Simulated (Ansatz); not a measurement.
```
Mo
1.0
     3.09694    0.00000    0.00000
     0.00000    4.37973    0.00000
     0.00000    0.00000   28.23450
Mo
6
Direct
  0.55445 0.10312 0.55560
  0.01728 0.59009 0.56406
  0.00005 0.08827 0.64022
  0.50226 0.58827 0.64135
  0.52753 0.08717 0.71842
  0.02384 0.58839 0.71869
```

Not relaxed (largest force 1.3 eV/Å); computed without spin polarisation.

All numbers below come from Ansatz 0.2.0, DFT PBE, scalar-relativistic, plane waves, PAW.

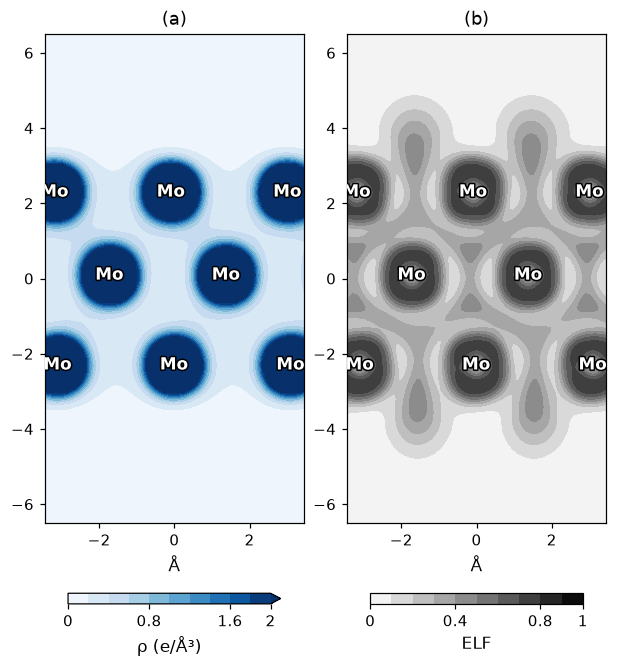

Mo (slab). (a) valence electron density; (b) ELF on the (010) plane of the calculation cell, a cut from vacuum to vacuum.

Core electrons are frozen (PAW), and the valence fields are smoothed inside the atomic spheres.

> What do the fields say about this system?

- The section cuts through Mo sites.
- Mo–Mo (2.65 Å): ρ at the midpoint is about 0.46 e/Å³; the ELF is about 0.35 at the midpoint.
- Mo–Mo (2.75 Å): the density is about 0.37 e/Å³ at the midpoint; the ELF is about 0.30 at the midpoint.
- Mo–Mo (2.94 Å): ρ at the midpoint is about 0.28 e/Å³; the ELF is about 0.30 at the midpoint (no shared electron pair shows on this line).
- The density dies away to nearly zero in the vacuum.
- The features right at Mo lie inside the PAW spheres, where the map follows smoothed inner orbitals and isn't to be read closely.

> Does the calculation make it a metal, or give it a gap?

It is gapless in this calculation (a metal or semimetal).
